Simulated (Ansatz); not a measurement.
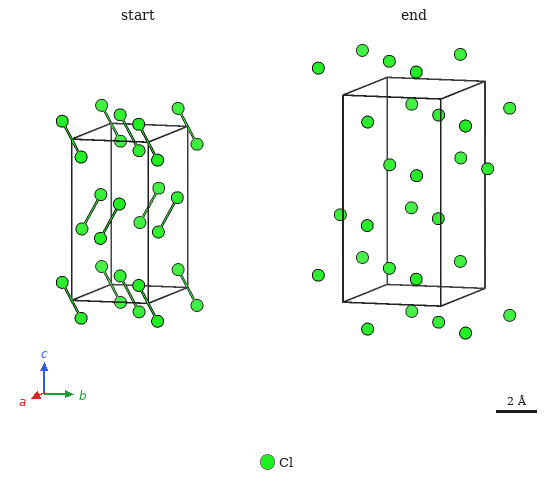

The structure of a crystal of Cl (a generated structure, set up in Cmce) before (left) and after (right) a relaxation, at one scale.

The picture is a ball-and-stick view of the conventional cell (2 times the calculation's cell), seen slightly off an axis. Lengths and directions refer to the drawn axes.

These are results of DFT PBE+D3(BJ), scalar-relativistic, plane waves, PAW; settings changed in Ansatz, not measurements.

The input:
```yaml
crystal:
  lattice:
    - [3.2730018407, -2.0082064339, 0.0]
    - [3.2730018407, 2.0082064339, 0.0]
    - [0.0, 0.0, 8.1362411373]
  atoms:
    - { symbol: Cl, position: [0.123610237, 0.876389763, 0.1089217153] }
    - { symbol: Cl, position: [0.623610237, 0.376389763, 0.3910782847] }
    - { symbol: Cl, position: [0.876389763, 0.123610237, 0.8910782847] }
    - { symbol: Cl, position: [0.376389763, 0.623610237, 0.6089217153] }
basis:
  ecutwfc: 420
kpoints:
  mp_grid: { grid: [8, 8, 4] }
hamiltonian:
  xc: pbe
  dispersion: d3bj
scf:
  occupations: { method: gaussian, width: 5.0 }
  max_iter: 60
output:
  forces: true
  eigenvalues: true
  stress: true
relax:
  adjacent_minimum: "off"
  f_tol: 0.01
  max_steps: 60
  cell: { stress_tol: 0.1 }
```

Launched with:
```bash
ansatz run input.yaml --threads 1 --pin off --max-ram 2560MiB --backend cpu --events-out ev --progress --plain --runs-dir out
```

What changed between the two?

The run was cut off at its time limit before the program reported convergence, but its last step already meets the force threshold: the largest component is 0.0024 eV/Å against 0.01 eV/Å. The pressure is within 0.01 GPa of its target. The input was poor on purpose: a smearing of electronvolts. After 10 geometry steps the energy has fallen by 4.727 eV per cell of the calculation. The largest force component goes from 4.5 to 0.0024 eV/Å. Pressure: 14.67 GPa at the start and 0.00 GPa at the end. The largest moves relative to the cell, 0.68 Å, are those of Cl1, Cl2, Cl3 and Cl4. Cl1 goes roughly along −b. The drawn cell changes as follows: a 6.546 → 7.323 Å (+11.9 %), b 4.016 → 5.144 Å (+28.1 %), c 8.136 → 10.454 Å (+28.5 %); the volume changes by +84.1 %. Near-neighbour distances that change, for instance: Cl1–Cl3 2.032 → 3.684 Å. Bonds break: Cl1–Cl3 (2.03 → 3.68 Å), Cl2–Cl4 (2.03 → 3.68 Å). The space group stays Cmce (No. 64).
